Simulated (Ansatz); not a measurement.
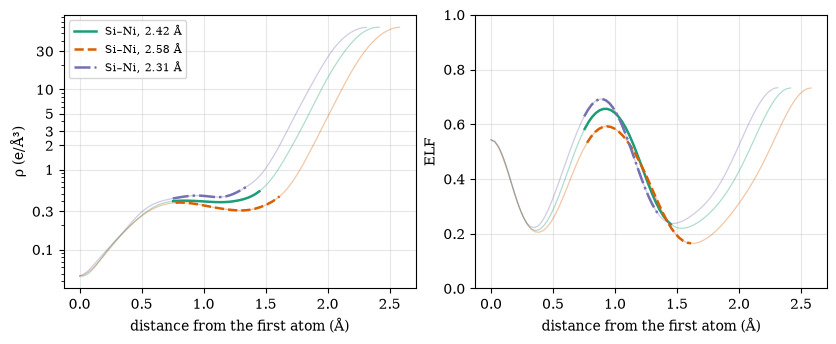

SiNi₂. Valence charge density (pseudo) and electron localisation function along straight lines between neighbouring atoms. Thin, pale parts lie inside the atomic spheres.

Space group Pnma; computed without spin polarisation.

Level of theory: DFT PBE, scalar-relativistic, plane waves, PAW in Ansatz.

The density is the valence pseudo-density of a PAW calculation; it isn't the true density close to the nuclei.

### Compare the contacts.

Si–Ni (2.42 Å): ρ at the midpoint is about 0.4 e/Å³; the ELF peaks at about 0.65 in the valence shell of Si, 0.9 Å from its nucleus, and is about 0.45 at the midpoint.
Si–Ni (2.58 Å): the density is about 0.31 e/Å³ at the midpoint; the ELF peaks at about 0.60 in the valence shell of Si, 0.9 Å from its nucleus, and is about 0.35 at the midpoint.
Si–Ni (2.31 Å): ρ at the midpoint is about 0.46 e/Å³; the ELF peaks at about 0.70 in the valence shell of Si, 0.9 Å from its nucleus, and is about 0.45 at the midpoint.
